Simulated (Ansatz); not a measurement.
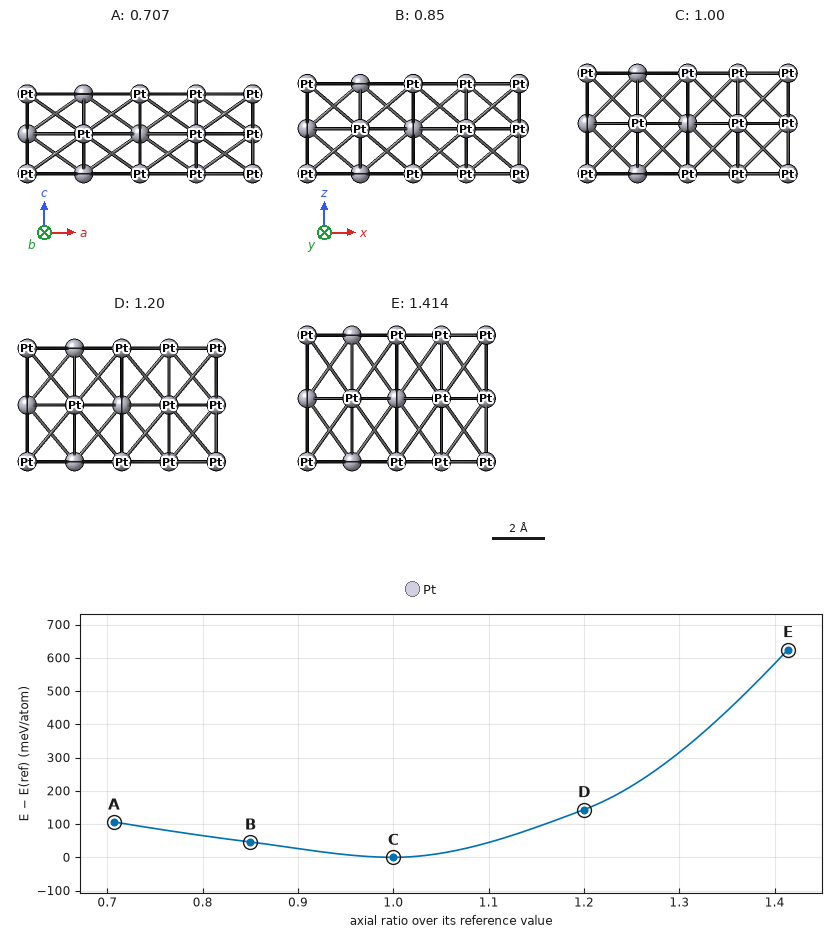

A crystal of Pt (Fm-3m): the ratio of the cell's length along z to its lengths across, counted as 1 for the reference, is changed at fixed volume (a tetragonal or Bain path), with the atoms kept at their fractional coordinates. x, y and z are the Cartesian axes of the input. The lettered frames are marked on the plot. The picture is a ball-and-stick view of the conventional cell (4 times the calculation's cell), repeated 2 × 2 × 1 with one cell outlined, seen along the b axis. Lengths and directions refer to the drawn axes.

Level of theory: Ansatz, DFT r2SCAN, scalar-relativistic, plane waves, PAW. Set-up: plane-wave cutoff 500 eV; k-point mesh 24 × 24 × 24; occupations gaussian; smearing width 0.15 eV; no spin polarisation. Energies (free energies at the smearing named) are counted from the cell as listed in its source, which wasn't relaxed.

**Describe the profile.**

Of the computed points the lowest is at the relative ratio 1.00, 0 meV/atom. At the ends of the scan the energy is 106 meV/atom (0.707) and 625 meV/atom (1.414). The unrelaxed reference is under a pressure of 5.4 GPa. The distortion takes the space group from Fm-3m to I4/mmm, except for Im-3m at 0.707. At the relative ratio 1.414 the cell of the drawing goes a 3.916 → 3.489 Å, b 3.916 → 3.489 Å, c 3.916 → 4.933 Å.

The computed points:

```tsv
axial ratio over its reference value	E − E(ref) (meV/atom)
0.707	106
0.850	46
1.000	0
1.200	143
1.414	625
```
